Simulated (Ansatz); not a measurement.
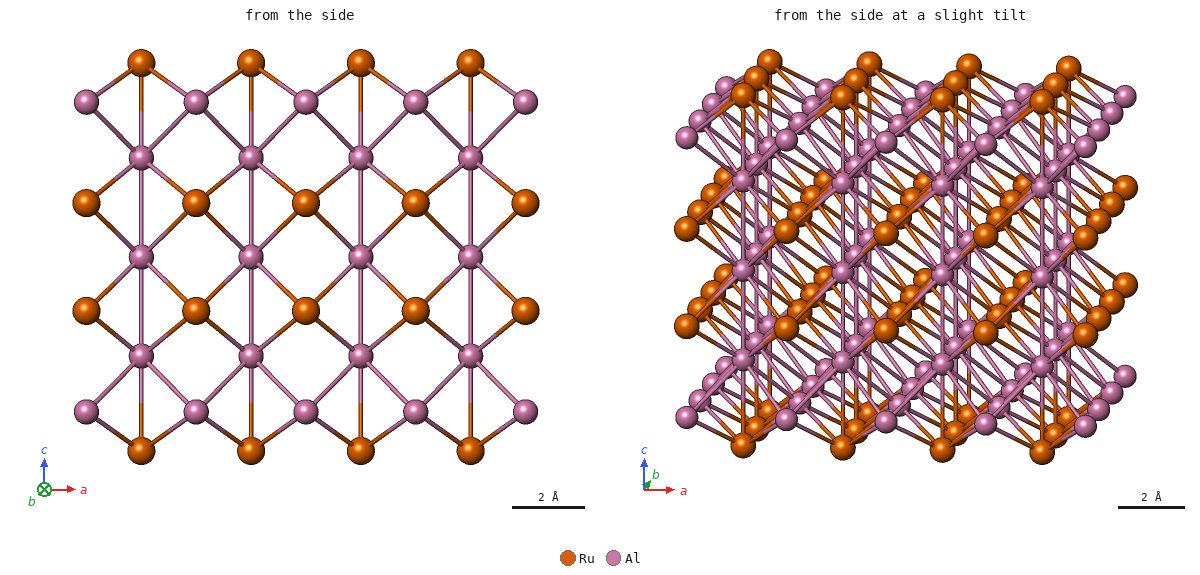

A ball-and-stick picture of a periodic slab, seen from the side and from the side at a slight tilt. The surface normal points up in side views; the vacuum is left out. 4×3 cells are drawn in the plane, with atoms at the edges repeated.

The cell holds 5 Al, 4 Ru. The slab was cut from bulk Al3Ru2 (I4/mmm).

### Which elements lie outermost on each side?

The top face ends in Ru, the bottom face in Ru. The two faces are alike.

### What is its extent along the surface normal?

About 11 Å from the lowest to the highest atom.

### Write the layer sequence, upper face first.

Nine planes: Ru / Al / Al / Ru / Al / Ru / Al / Al / Ru.

### Which lattice plane is parallel to the surface?

(0 0 1).

The cell started as a structure listed in the Materials Project, from which a slab was cut. The atoms were relaxed in a fixed cell with DFT PBEsol, scalar-relativistic, plane waves, PAW in Ansatz 0.2.0.
